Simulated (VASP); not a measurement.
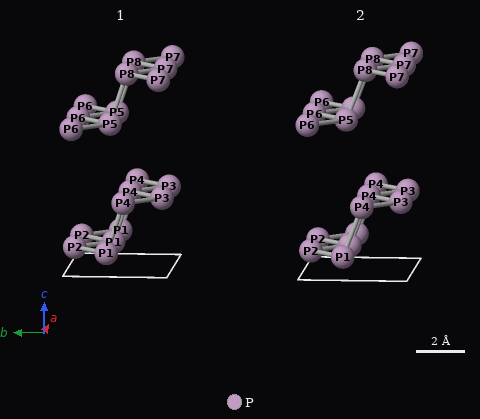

Two geometries of a slab of composition P, drawn at one scale. One is the start of a relaxation, the other its converged end. The picture is a ball-and-stick view of the 2 × 1 repeat of the cell, outlined in the plane, without the vacuum, seen from a free direction.

Theory: VASP, Kohn-Sham DFT of a periodic cell, PBE, VASP PAW PBE potentials, recommended. Settings: plane-wave cutoff 600 eV; k-point mesh 10 × 8 × 1; occupations gaussian; smearing width 0.03 eV; no spin polarisation.

Question: Which one is relaxed?

Answer: Structure 2 is the relaxed one. The run lets cell and atoms move. After 25 geometry steps the energy has fallen by 65.8 meV per cell of the calculation. The largest force component goes from 0.077 to 0.0093 eV/Å. The largest moves relative to the cell and the layer's centre, 0.18 Å, are those of P3, P4, P5 and P6. P6 goes at 10° to the normal (+c side). In the plane the drawn cell goes a 6.633 → 6.606 Å (−0.4 %), b 4.379 → 4.586 Å (+4.7 %). Some distances before and after: P1–P4 2.245 → 2.259 Å.
